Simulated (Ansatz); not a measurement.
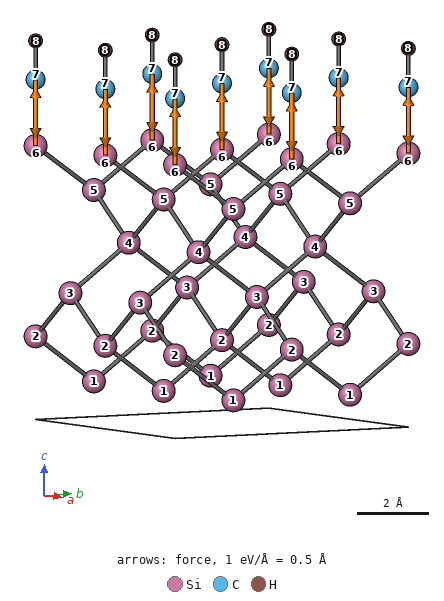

Starting geometry of a slab of composition Si6HC (cut from the Fd-3m phase) with the computed forces as orange arrows. The picture is a ball-and-stick view of the 2 × 2 repeat of the cell, outlined in the plane, without the vacuum, seen from a free direction.

Case: CH put at a top Si site. The slab is the (1 0 0) face of Si with CH on it. 3 atoms are held fixed.

Method: DFT PBEsol, scalar-relativistic, plane waves, PAW (Ansatz).

Input
```yaml
crystal:
  lattice:
    - [3.8417168269, 0.0, 0.0]
    - [0.0, 3.8417168269, 0.0]
    - [0.0, 0.0, 26.8912600493]
  atoms:
    - { symbol: Si, position: [0.0, 0.5, 0.3160878287] }
    - { symbol: Si, position: [0.0, 0.0, 0.3665968791] }
    - { symbol: Si, position: [0.5, 0.0, 0.4171059295] }
    - { symbol: Si, position: [0.5, 0.5, 0.4673192959] }
    - { symbol: Si, position: [0.0, 0.5, 0.5179111949] }
    - { symbol: Si, position: [0.0, 0.0, 0.5674347398] }
    - { symbol: C, position: [0.0, 0.0, 0.6373459302], spin: 1.0 }
    - { symbol: H, position: [0.0, 0.0, 0.6782514139] }
basis:
  ecutwfc: 420
kpoints:
  mp_grid: { grid: [8, 8, 1] }
hamiltonian:
  xc: pbesol
scf:
  occupations: { method: gaussian, width: 0.05 }
output:
  forces: true
  eigenvalues: true
  populations: true
  write_density: true
  write_potential: true
  elf: true
  volumetric_format: npy
magnetization:
  spin_polarized: true
relax:
  adjacent_minimum: "off"
  f_tol: 0.03
  max_steps: 70
  constraints: [{ sites: [0, 1, 2] }]
efield:
  axis: 3
  dipole_correction: true
  ramp_width: 0.04
```

Launched with:
```bash
ansatz run input.yaml --threads 1 --pin off --max-ram 2560MiB --backend cpu --events-out ev --progress --plain --runs-dir out
```

Question: What follows when this structure is relaxed?

Answer: It isn't relaxed: the largest force vector, on C atoms, is 3.35 eV/Å. The final displacements follow the starting forces only in part (cosine between the two patterns 0.52). Over 5 geometry steps the energy falls by 0.459 eV per cell of the calculation. The largest force component goes from 3.4 to 0.0015 eV/Å. The largest move is that of H8, 0.22 Å along the normal (−c). Largest moves by element: H 0.22 Å, C 0.21 Å, Si 0.01 Å. The cell doesn't change. Near-neighbour distances that change, for instance: Si6–C7 1.880 → 1.682 Å, C7–H8 1.100 → 1.084 Å, Si5–Si6 2.337 → 2.325 Å.

Limits of the set-up: the periodic images lie only 3.8 Å apart, so the values are limited by the cell's size.
